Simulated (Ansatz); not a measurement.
**Ti: single-point calculation**

System: Ti (1 atom in the cell).
Method: DFT, RPBE, plane waves (420 eV) with PAW, scalar-relativistic, no spin polarisation (Ansatz 0.2.0).

Figures and captions count atoms from 1; the log counts them from 0 in places.

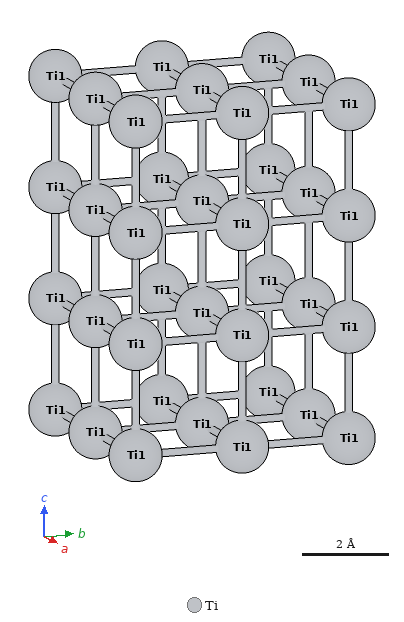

Figure 1. The input geometry (ball-and-stick view of the cell of the calculation, repeated 2 × 2 × 3, seen slightly off an axis; atoms are numbered from 1 in the order of the input). Near neighbours in the crystal (not all of them lie inside the picture): Ti has 6 Ti at 2.68 Å.

### Summary

- outcome: converged
- space group (tolerance 0.01 Å): Pm-3m (221)
- electrons treated: 12
- free energy: −2503.2284 eV
- Fermi energy: 11.803 eV
- hardware: 2 threads of an Arm (aarch64) CPU, shared host
- wall time: 1.1 s (CPU time 2 s)
- peak memory: 0.3 GiB

### The input
```yaml
crystal:
  lattice:
    - [2.6777403484, 0.0, 0.0]
    - [0.0, 2.6777403484, 0.0]
    - [0.0, 0.0, 2.6777403484]
  atoms:
    - { symbol: Ti, position: [0.0, 0.0, 0.0] }
hamiltonian:
  xc: rpbe
  pseudopotentials:
    kind: paw
    azcp:
      Ti: "pseudopotentials/Ti.paw.azcp"
basis:
  ecutwfc: 420
  fft_grid_basis: typed
kpoints:
  mp_grid: { grid: [19, 19, 19], shift: [0, 0, 0] }
magnetization:
  spin_polarized: false
scf:
  occupations: { method: fermi_dirac, width: 0.1 }
```

### What the program printed
```
Engine: ansatz 0.2.0, aarch64-unknown-linux-gnu
Pseudopotentials: kind: paw
Pseudopotential: Ti, paw, valence charge 12, recommended cutoff 420 eV (normal), [file]
Functional definition: RPBE
  parameter kappa = 0.804
  parameter beta = 0.06672455060314922
  exchange = rpbe_x(kappa = kappa, mu = beta*pi^2/3)
  correlation = pbe_c(beta = beta)
Crystal: 1 atoms, lattice volume = 19.200 Å³
Basis set: ecut = 420 eV, 389 PW (Γ)
Bands: 10, of which v1, the nominal top of the filled ones, is band 6 counted from 1 (5 counted from 0)
Symmetry: 48 space group operations
Space group: Pm-3m (ITA 221), of the structure as read, at distance tolerance 2.7e-5 Å
k-points: 220 of 6859
Non-local potential: Ti, projectors of the file, l = 0: 3, l = 1: 2, l = 2: 3, l = 3: 1
PAW form: soft (Blöchl's): semilocal exchange-correlation on the pseudo side does not see the compensation charge
PAW frozen core: Ti, regenerated for the run's functional, and the local potential with it (the file was generated under x = pbe(κ = 0.804, μ = 0.2195149727645171), c = pbe(β = 0.06672455060314922))
PAW one-centre angular grid: Ti, 590 points (default); XC on 64 Gauss nodes
Initial density: superposition of atomic densities (neutral atoms: chi_scale 0, normalization atom), corrected by the library's trained network
Initial wavefunctions: pseudopotential atomic-orbital guess
Functional: x = rpbe, c = pbe(β = 0.06672455060314922)
SCF iter   1: F=—  HF=-2503.229429 eV  |F-HF|=—  |Δ(HF+E_count)|=         —  Δρ=6.21e-3  dr2=6.25e-3  ethr=1.77e-3  ⟨swp⟩=4.6  Hψ=12133  notcnv=0
preconditioner: auto → none  [metal: Δε(μ)=0.001 eV  Ē_g=3.810 eV  σ=0.100 eV  W_gap=0.00  n_scr=6 (ndim 8)  ℏωp=16.9 eV  f_vac=0.000  D(μ)=2.32/eV (n_scr^D=26)  sad-step TF]
SCF iter   2: F=—  HF=-2503.228303 eV  |F-HF|=—  |Δ(HF+E_count)|=   1.13e-3  Δρ=2.34e-3  dr2=6.96e-4  ethr=5.20e-5  ⟨swp⟩=2.0  Hψ=4541  notcnv=0
SCF iter   3: F=—  HF=-2503.228339 eV  |F-HF|=—  |Δ(HF+E_count)|=   3.56e-5  Δρ=5.87e-4  dr2=2.73e-5  ethr=5.80e-6  ⟨swp⟩=2.0  Hψ=2682  notcnv=0
SCF iter   4: F=—  HF=-2503.228355 eV  |F-HF|=—  |Δ(HF+E_count)|=   1.63e-5  Δρ=6.33e-5  dr2=6.25e-7  ethr=2.27e-7  ⟨swp⟩=2.0  Hψ=2712  notcnv=0
iter 5 did not close the SCF: its close was put off for the readings that it lacked (scf_convergence_deferred on its scf_iter line)
SCF iter   5: F=-2503.228355 eV  HF=-2503.228356 eV  |F-HF|=2.10e-8  |Δ(HF+E_count)|=   3.49e-7  Δρ=1.36e-5  dr2=2.94e-8  ethr=5.21e-9  ⟨swp⟩=2.9  Hψ=3565  notcnv=0
SCF iter   6: F=-2503.228355 eV  HF=-2503.228355 eV  |F-HF|=2.48e-10  |Δ(HF+E_count)|=   5.93e-9  Δρ=1.40e-6  dr2=3.37e-10  ethr=2.45e-10  ⟨swp⟩=1.0  Hψ=6242  notcnv=0
SCF 1 converged in 6 iterations: F = -2503.228355 eV  dr2 = 3.37e-10
  greatest PAW one-centre occupation: 0.999 electrons in one spin orbital (limit 2), on the Ti atom at site 0 (counted from 0), in its partial waves of l = 0
```

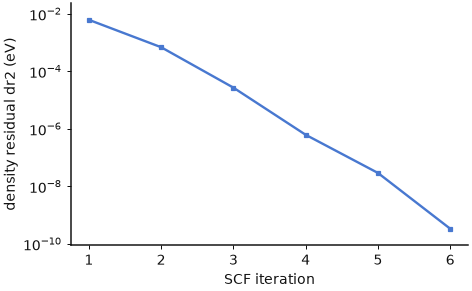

Figure 2. Convergence of the self-consistent field: density residual dr2 against the SCF iteration. The residual falls at every step.

```
SCF converged after 6 iterations
Free energy (F): -2503.228355 eV
Harris-Foulkes:  -2503.228355 eV  (|F-HF|=2.48e-10)
Internal energy: -2503.153770 eV  (E = F + TS)
E sigma→0 (E₀):  -2503.191063 eV
Entropy (-TS):   -0.074586 eV (-74.586 meV/atom)
Fermi energy:    11.802712 eV
--- Per-component energies (eV) ---
  E_band       = -173.857854
  E_kinetic    = 273.085684
  E_local      = -910.832011  (includes V_loc(G=0)·N_el)
  E_nonlocal   = 9.114114
  E_hartree    = 374.074264
  E_xc         = -97.072780
  E_vxc        = -121.114633  (∫ρ·V_xc dr)
  E_paw        = -1052.918675  (= ΣΔE_a)
  E_vpaw       = -172.258966  (= ΣTr[D̂ρ^β])
  E_aug_tail   = 0.000124  (compensation charges beyond the density's cutoff)
  E_ewald      = -1098.552220
  E_core_change = -0.052270  (= ΣΔE_core)
  E_smearing   = -0.074586  (= −TS)
  E_closure    = 0.000000  (closes the sum)
  Σ components = -2503.228355   (vs F -2503.228355, Δ=0.00e0)
```
